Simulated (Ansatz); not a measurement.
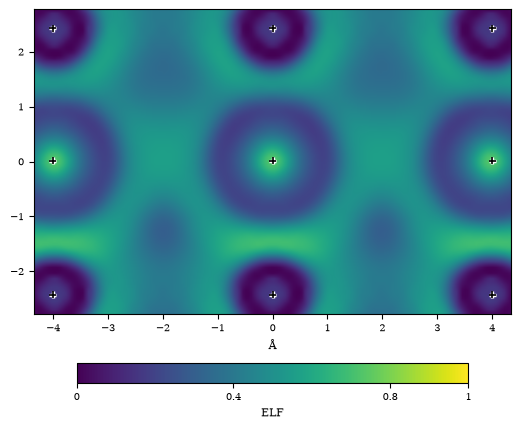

The ELF on a plane through atoms (crosses mark nuclei in the plane).

Theory: DFT PBEsol, scalar-relativistic, plane waves, PAW in Ansatz.

Candidates:
A. Ti, a = 5.39 Å, b = 5.43 Å, c = 5.71 Å, α = 108.12°, β = 111.02°, γ = 106.82°. Space group P1; computed without spin polarisation.
B. Al₃Ni₂, a = 4.00 Å, b = 4.00 Å, c = 4.86 Å, α = 90.00°, β = 90.00°, γ = 120.00°. Space group P-3m1; a structure from a database of computed crystals, not necessarily the ambient phase; computed without spin polarisation.

Q: Which candidate gave the map?

A: Candidate B: Al₃Ni₂ on the (010) plane of the conventional cell, which holds Al and Ni. Al–Ni (2.44 Å): the ELF peaks at about 0.70 between the atoms.
